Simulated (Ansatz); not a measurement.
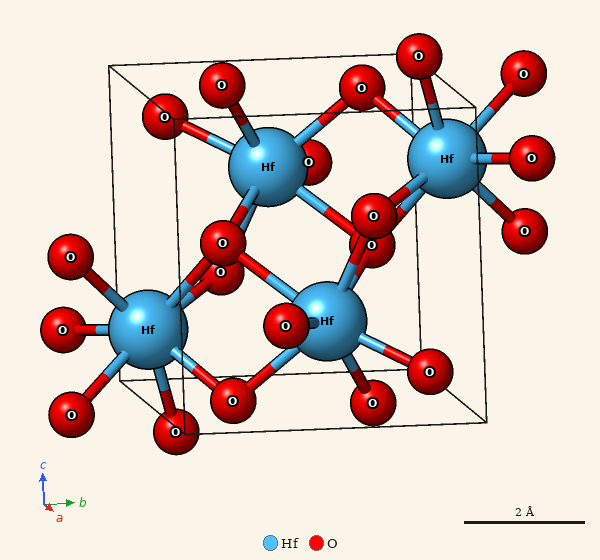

The starting point is solid HfO2 (set up in P2_1/c). The picture is a ball-and-stick view of the cell of the calculation, seen slightly off an axis.

All numbers below come from DFT r2SCAN, scalar-relativistic, plane waves, PAW (Ansatz 0.2.0). (plane-wave cutoff 500 eV; k-point mesh 6 × 6 × 6; occupations gaussian; smearing width 0.02 eV; no spin polarisation)

The variant: The volume is changed by +6.0 %. The cell's shape and the atoms are relaxed at that volume.

The input:
```yaml
crystal:
  lattice:
    - [5.222185378, 0.0, -0.0158997545]
    - [0.0, 5.2552271316, 0.0]
    - [-0.8923494745, 0.0, 5.349179478]
  atoms:
    - { symbol: Hf, position: [0.2747259836, 0.0427920676, 0.2085345794] }
    - { symbol: Hf, position: [0.7252740164, 0.5427920676, 0.2914654206] }
    - { symbol: Hf, position: [0.7252740164, 0.9572079324, 0.7914654206] }
    - { symbol: Hf, position: [0.2747259836, 0.4572079324, 0.7085345794] }
    - { symbol: O, position: [0.4511637195, 0.7565446421, 0.4736837028] }
    - { symbol: O, position: [0.5488362805, 0.2565446421, 0.0263162972] }
    - { symbol: O, position: [0.5488362805, 0.2434553579, 0.5263162972] }
    - { symbol: O, position: [0.4511637195, 0.7434553579, 0.9736837028] }
    - { symbol: O, position: [0.0653528445, 0.3242403768, 0.353062864] }
    - { symbol: O, position: [0.9346471555, 0.8242403768, 0.146937136] }
    - { symbol: O, position: [0.9346471555, 0.6757596232, 0.646937136] }
    - { symbol: O, position: [0.0653528445, 0.1757596232, 0.853062864] }
basis:
  ecutwfc: 500
kpoints:
  mp_grid: { grid: [6, 6, 6] }
hamiltonian:
  xc: r2scan
scf:
  occupations: { method: gaussian, width: 0.02 }
output:
  forces: true
  stress: true
  eigenvalues: true
relax:
  adjacent_minimum: "off"
  f_tol: 0.01
  max_steps: 30
  cell: { stress_tol: 0.1, fix: [volume] }
```

Launched with:
```bash
ansatz run input.yaml --threads 4 --pin off --max-ram 10240MiB --backend cpu --events-out ev --progress --plain --runs-dir out
```

> Predict the response.

It costs 25.1 meV per atom. Pressure: 0.0 GPa before, −11.0 GPa after. The gap on the k-mesh: 4.59 eV before, 4.63 eV after. Cell: a 5.114 → 5.225 Å (+2.2 %), b 5.182 → 5.244 Å (+1.2 %), c 5.295 → 5.435 Å (+2.6 %), β 99.5° → 99.9°. Volume +6.0 %. The largest moves relative to the cell, 0.11 Å, are those of O9, O10, O11 and O12. O12 goes along [−1 2 2]. By element the largest moves are O 0.11 Å, Hf 0.02 Å. Among the bonded contacts that change: Hf–O 2.243 → 2.306 to 2.354 Å, Hf–O 2.047 → 2.060 to 2.095 Å, Hf–O 2.139 → 2.156 to 2.169 Å, Hf–O 2.163 → 2.158 Å. The space group stays P2_1/c (No. 14).

Drawn alike, the variant:

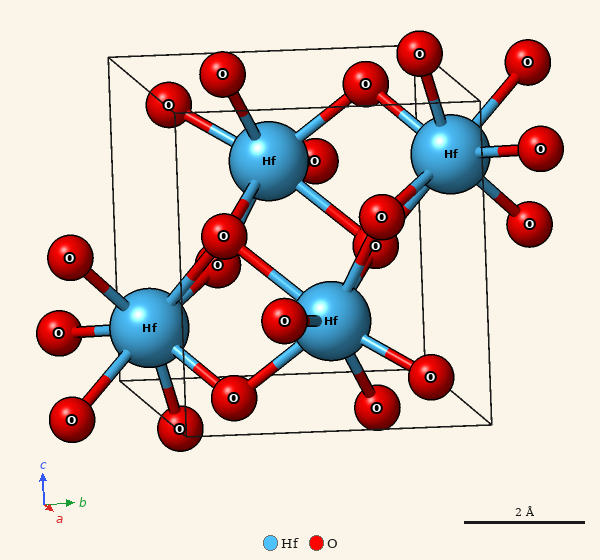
